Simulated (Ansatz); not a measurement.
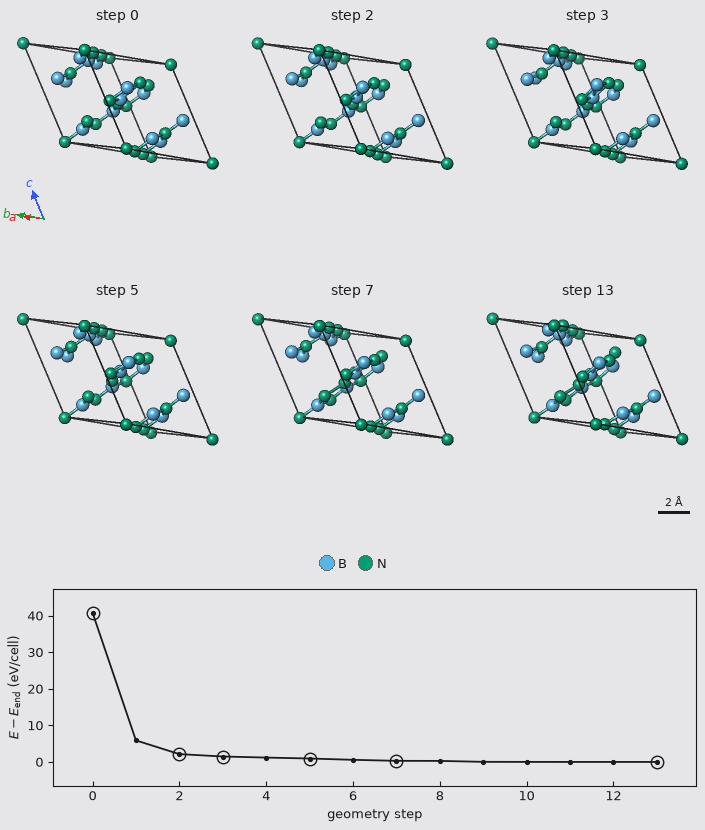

Frames of a relaxation of a defect cell of composition B₁₁N₁₂ (started half-way along a vacancy jump, in the symmetry of that start), marked on the history of the run. The picture is a ball-and-stick view of the cell of the calculation (origin shifted), seen from a free direction.

Computed with DFT PBEsol, scalar-relativistic, plane waves, PAW in Ansatz. Set-up: plane-wave cutoff 420 eV; k-point mesh 4 × 4 × 4; occupations gaussian; smearing width 0.05 eV; no spin polarisation; atoms relaxed in a fixed cell; force threshold 0.02 eV/Å; at most 60 steps.

Q: Describe the path.

A: After 13 geometry steps the energy has fallen by 40.833 eV per cell of the calculation. The largest force component goes from 190 to 0.013 eV/Å. The atom that moves furthest is an N atom (0.76 Å along [1 3 −2]). By element the largest moves are N 0.76 Å, B 0.61 Å. The cell doesn't change. Some distances before and after: N–N 2.504 → 1.504 Å, B–N 0.723 → 1.437 Å, B–B 2.169 → 2.708 Å, B–N 1.913 → 1.444 Å. New bonds form: N–N (2.50 → 1.50 Å). Among the angles between lasting bonds that change: B–N–B 179.8° → 133.8°, N–B–N 139.1° → 117.1°, N–B–N 120.0° → 139.5°. Cost: 6.3 min on 4 threads of Arm Neoverse V1, with other jobs on the host, peak memory 0.98 GiB. From step 0 to 2: a B atom moves most (0.39 Å), energy −38.689 eV per cell of the calculation. From step 2 to 3: a B atom moves most (0.20 Å), energy −0.655 eV per cell of the calculation. From step 3 to 5: an N atom moves most (0.39 Å), energy −0.549 eV per cell of the calculation. From step 5 to 7: an N atom moves most (0.25 Å), energy −0.635 eV per cell of the calculation. From step 7 to 13: an N atom moves most (0.28 Å), energy −0.305 eV per cell of the calculation.

| step | E − E(0), meV/atom | largest force component, eV/Å |
| --- | --- | --- |
| 0 | 0.00 | 191.3152 |
| 1 | -1519.34 | 22.4615 |
| 2 | -1682.13 | 7.3736 |
| 3 | -1710.63 | 1.3326 |
| 4 | -1723.48 | 0.7962 |
| 5 | -1734.49 | 1.3099 |
| 6 | -1750.15 | 1.8501 |
| 7 | -1762.08 | 1.8851 |
| 8 | -1763.11 | 3.3599 |
| 9 | -1774.00 | 0.5416 |
| 10 | -1774.72 | 0.3399 |
| 11 | -1775.29 | 0.0934 |
| 12 | -1775.35 | 0.0228 |
| 13 | -1775.36 | 0.0129 |

Limits of the set-up: the cell has an odd number of electrons but was run without spin polarisation; the periodic images lie only 6.3 Å apart, so the values are limited by the cell's size.
